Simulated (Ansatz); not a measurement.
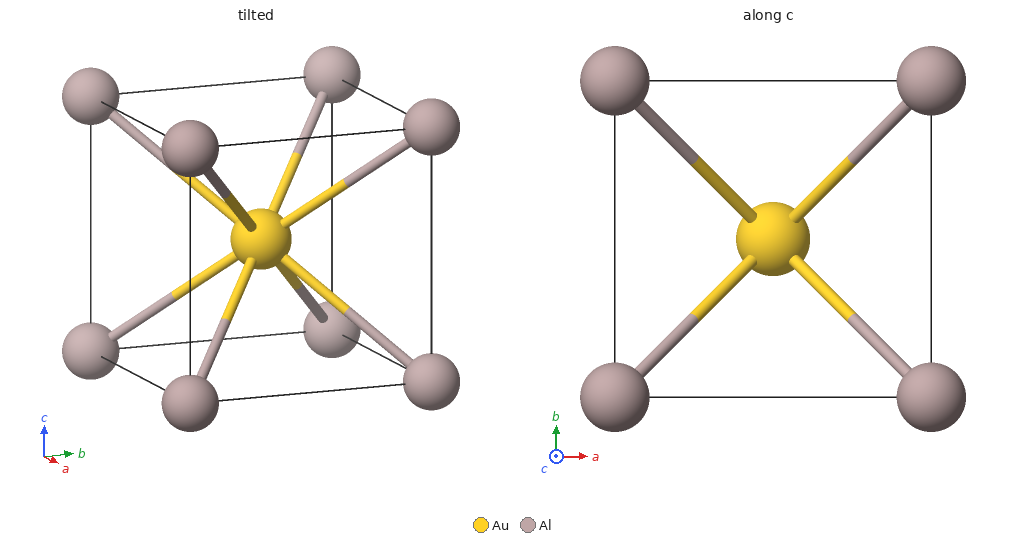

AlAu, caesium chloride (CsCl, B2) type, space group Pm-3m (No. 221), a = 3.224 Å, b = 3.224 Å, c = 3.224 Å, α = 90.00°, β = 90.00°, γ = 90.00°. Ball-and-stick representation of a periodic structure, projected slightly off an axis and along the c axis. The frame is the conventional unit cell; atoms at its boundary are shown with their periodic copies. This one geometry was run with four functionals. The cell is a structure listed in the Materials Project. It needn't be the stable form of this composition.

Alike in all runs: Ansatz 0.2.0; potentials Ansatz PAW; cutoff 420 eV; k mesh 5 × 5 × 5 on the run's cell of 2 atoms; occupations fermi-dirac, width 0.05 eV; no spin polarisation; no spin-orbit coupling. All runs are metallic.

| level | pressure (GPa) |
| --- | --- |
| PBEsol | ? |
| HSE06 | -1.2 |
| LDA | -6.4 |
| PBE0 | -1.2 |

What does PBEsol give?

Pressure -3.4 GPa. That is between LDA and PBE0 in pressure.

Order the levels by the equilibrium volume that these pressures point to, smallest first.

LDA (-6.4 GPa), PBEsol (-3.4 GPa), PBE0 and HSE06 (-1.2 GPa). A higher pressure at one volume points to a larger equilibrium volume, as long as the bulk moduli are alike; rows a few tenths of a GPa apart can't be told apart.

Notes on single rows: PBEsol, HSE06, LDA and PBE0: the k mesh is coarse (spacing up to 0.39 Å⁻¹), so the values aren't converged; HSE06 and PBE0: the k mesh is coarse (spacing up to 0.39 Å⁻¹), so the values aren't converged, least of all with exact exchange.

Caveat: rows whose functional differs from that of their potentials carry a shift in pressure and volume, which can reorder them; spin-orbit coupling is left out, which matters for Au, if less for volumes and forces than for levels.
